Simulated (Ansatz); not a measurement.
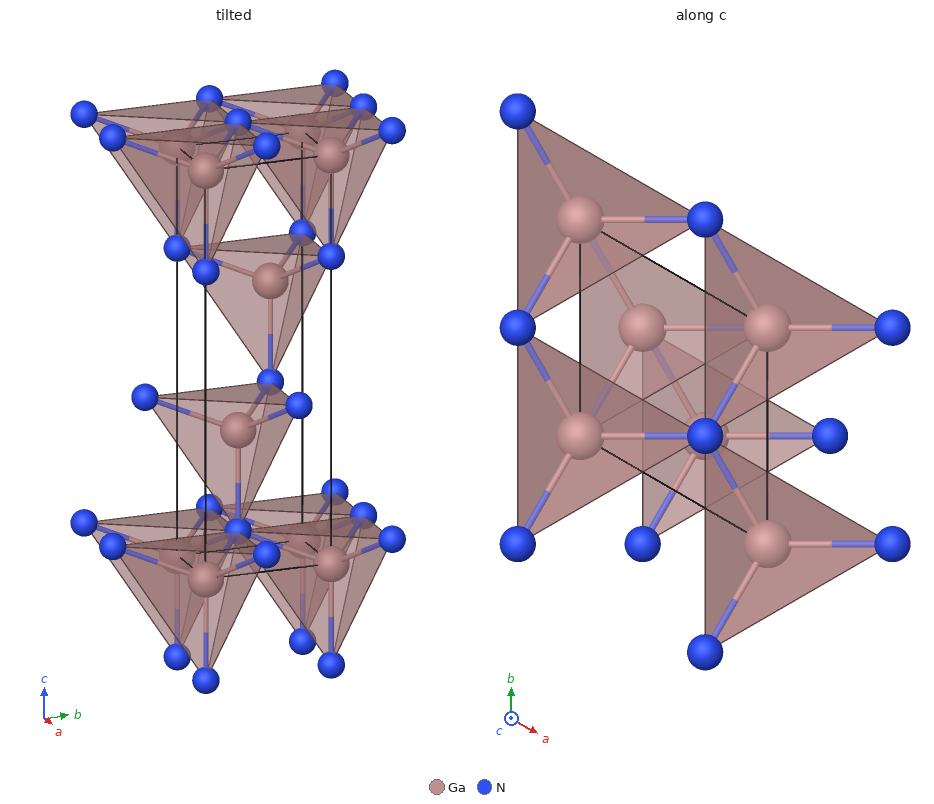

A polyhedral rendering, viewed slightly off an axis and along the c axis. The box is the conventional unit cell; atoms on or close to its faces, edges and corners are drawn wherever they repeat. A few atoms beyond the faces are included.

GaN, space group R3m (No. 160), a = 3.117 Å, b = 3.117 Å, c = 7.860 Å, α = 90.00°, β = 90.00°, γ = 120.00°. It goes back to a structure type filled with these elements by a generator (whether the compound takes this form wasn't checked). The cell was then strained or its atoms displaced on purpose. Ansatz was used for an electronic-structure calculation on it.

This one geometry was computed with Ansatz (DFT, plane waves, PAW) at four levels of theory: HSE06, r2SCAN with spin-orbit coupling, r2SCAN and PBE. It was relaxed with r2SCAN and then strained.

Q: Which level gives the highest pressure at this volume, and what does that say about its equilibrium volume?

A: Highest: PBE (12.9 GPa), which points to the largest equilibrium volume. Lowest, with the smallest volume: HSE06 (6.6 GPa), r2SCAN with spin-orbit coupling (6.6 GPa) and r2SCAN (6.6 GPa). Levels within 0.5 GPa of each other can't be told apart.

Q: How does the band gap change with the level of theory?

A: PBE: a gap of 1.86 eV, direct; r2SCAN with spin-orbit coupling: a gap of 2.28 eV, direct; r2SCAN: a gap of 2.28 eV, direct; HSE06: a gap of 3.14 eV, direct.

Q: Collect the results in a table.

A:
| level | cutoff (eV) | k-mesh of the run's cell | gap (eV) | pressure (GPa) |
| --- | --- | --- | --- | --- |
| HSE06 | 420 | 6×6×6 | 3.14 | 6.6 |
| r2SCAN with spin-orbit coupling | 500 | 10×10×10 | 2.28 | 6.6 |
| r2SCAN | 500 | 10×10×10 | 2.28 | 6.6 |
| PBE | 420 | 10×10×10 | 1.86 | 12.9 |

Gaps are taken on the k-mesh or band path of each run.
